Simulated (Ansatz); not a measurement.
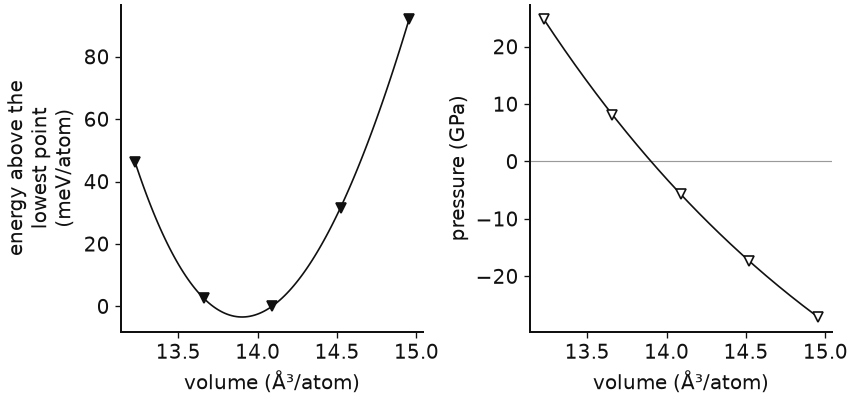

The picture above shows the energy above the lowest point and pressure against volume for Os, space group Fm-3m (No. 225) (one of a set of cubic test structures, which need not be the stable phase).

Computed with Ansatz 0.2.0 development build: equation of state of a cubic crystal from periodic Kohn-Sham density functional theory without spin, third-order Birch-Murnaghan fit to the free energies; pressure corrected for the finite basis. Level: HSE06.

structure type fcc; atoms in cell 1; space group number 225; lattice centring face-centred primitive; k mesh 6×6×6; occupation method Fermi–Dirac; occupation width 0.1 eV; wave cutoff 700 eV; datasets hard PAW; density tolerance 0 eV; bands 19; density cutoff ratio 4; search for lower states default; exchange singularity regularized.

Give the values behind the plot as a table.

```csv
volume (Å³/atom),energy above the lowest point (meV/atom),pressure (GPa)
13.23,46.2,24.7
13.66,2.6,8.1
14.09,0.0,-5.8
14.52,31.6,-17.4
14.95,91.9,-27.1
```

Limits of the calculation: coarse k-mesh, values are not converged in k; cubic model structure, not the ambient form; pseudopotentials made with PBE, not this functional.
